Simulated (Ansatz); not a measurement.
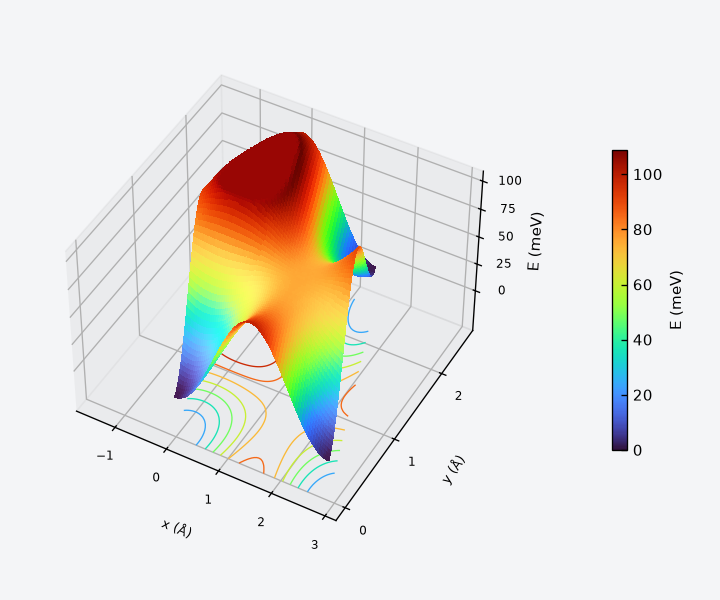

Energy landscape of Si on a Ti(001) slab cut from the P6_3/mmc phase, its upper half relaxed before the scan (20 atoms of substrate and one adsorbate in a 2 × 2 cell). 
- Si is moved over the surface cell at a fixed height above a rigid substrate; the origin of the map has the adsorbate above Ti17; the height is held at 3.10 Å.
- Places are given modulo a cell vector. The map is drawn in real space over the plane of the surface.
- The grid has 6 × 6 points; 10 points were computed and 26 follow by symmetry.
- Places are given in fractions of the 1 × 1 surface cell.
- All energies are given in meV relative to the lowest grid point.
- The runs have no spin polarisation, so an open-shell adsorbate far from the surface lies too high. At a fixed height the lowest place need not be the adsorption site.
- Theory: Ansatz 0.2.0, DFT PBE+D3(BJ), scalar-relativistic, plane waves, PAW. Settings: cutoff 420 eV, k-mesh 6×6×1, gaussian smearing 0.1 eV, no spin polarisation.

Drawn: a relief with its contours projected below, any walls above the top of the colour scale cut off. Between grid points the surface is interpolated. 

### Where are the wells?

The lowest grid point is at the top site over a surface Ti atom, (0/6, 0/6) of the cell vectors. The highest grid point, a threefold hollow, (2/6, 4/6) of the cell vectors, lies 132 meV above the lowest. On the interpolated surface the easiest way out of the lowest well to its copy in the next cell or period passes a barrier of about 80 meV. At the lowest point the adsorbate has 1 Ti at 3.10 Å as nearest neighbours, at the highest 3 Ti at 3.52 Å.

Grid values (meV):

```csv
"second ↓, first →",0/6,1/6,2/6,3/6,4/6,5/6
5/6,23,66,112,112,66,23
4/6,71,112,132,112,71,50
3/6,97,112,112,97,78,78
2/6,71,66,71,78,80,78
1/6,23,23,50,78,78,50
0/6,0,23,71,97,71,23
```

The whole map (10 points run) took 9.7 min on 4 threads of Intel(R) Xeon(R) Platinum 8488C (Sapphire Rapids), on a shared host.

PAW datasets: the set soft_1.
